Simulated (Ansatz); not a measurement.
P

Input

```
crystal:
  lattice:
    - [3.447914106, 0.0, 0.0]
    - [0.0, 36.5998825395, 0.0]
    - [0.0, 0.0, 4.63208471]
  atoms:
    - { symbol: P, position: [0.0, 0.97026143, 0.59215072] }
    - { symbol: P, position: [0.0, 0.02973857, 0.40784928] }
    - { symbol: P, position: [0.5, 0.02973857, 0.09215072] }
    - { symbol: P, position: [0.5, 0.97026143, 0.90784928] }
basis:
  ecutwfc: 420
kpoints:
  mp_grid: { grid: [8, 1, 6] }
hamiltonian:
  xc: pbesol
scf:
  occupations: { method: gaussian, width: 0.05 }
output:
  forces: true
  stress: true
  eigenvalues: true
  write_density: true
  write_potential: true
  elf: true
  volumetric_format: npy
```

Launched as:

```sh
ansatz run input.yaml --threads 1 --pin off --max-ram 2560MiB --backend cpu --events-out ev --progress --plain --runs-dir out
```

Below, planes, directions and counts refer to the conventional cell (a = 3.45 Å, b = 36.60 Å, c = 4.63 Å, α = 90.00°, β = 90.00°, γ = 90.00°).

Space group Pmna; a structure from a database of computed crystals, not necessarily the ambient phase; changed on purpose from its base cell (strain +0.050 along x and y, +0.000 along z, atoms carried along); not relaxed (largest force 0.7 eV/Å).

These are results of Ansatz 0.2.0, DFT PBEsol, scalar-relativistic, plane waves, PAW, not measurements.

Core electrons are frozen (PAW), and the valence fields are smoothed inside the atomic spheres.

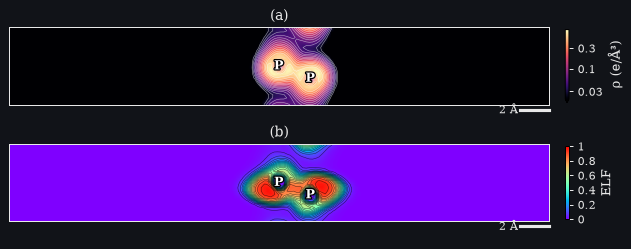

Figure 1. (a) valence electron density; (b) ELF on the (100) plane of the conventional cell.

What does the map show?

- The section cuts through P sites.
- P–P (2.34 Å): the density is about 0.63 e/Å³ at the midpoint; the ELF peaks at about 0.90 between the atoms, as expected for a shared electron pair.
- The density dies away to nearly zero in the voids.
- The ELF also peaks beside P, away from the bonds: lone-pair regions.

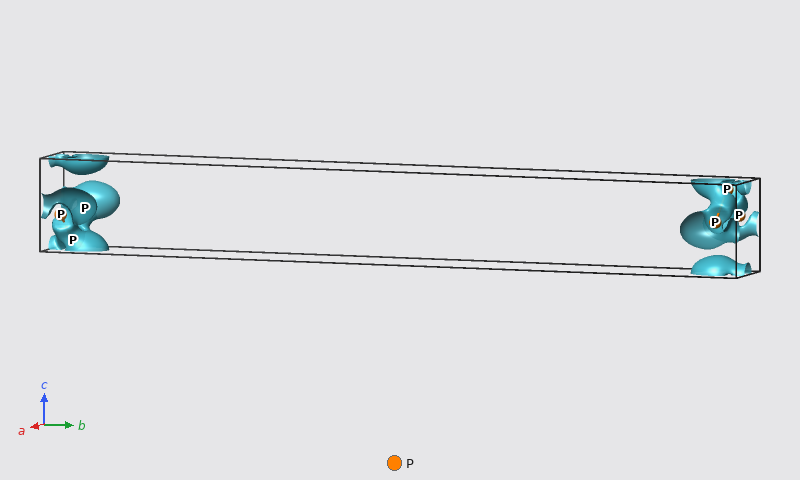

Figure 2. Isosurface of the electron localisation function at 0.7 (cyan), seen slightly off an axis. Only the valence region is drawn (cores and ρ < 0.01 e/Å³ removed). Sticks mark near contacts.

Where are the electrons localised?

The surface consists of sheets that run through the cell in two directions, counted in one cell of 4 atoms. Any copies at cell faces, edges or corners count once. There are no localised bonds or lone pairs at this value. Profiles from the grid: P–P (2.26 Å): the ELF peaks at about 0.90 between the atoms: localised, covalent bonding.

Does the calculation make it a metal, or give it a gap?

It is gapped, with a Kohn–Sham gap of 0.69 eV on the k-point mesh, an upper bound to the gap of this method.
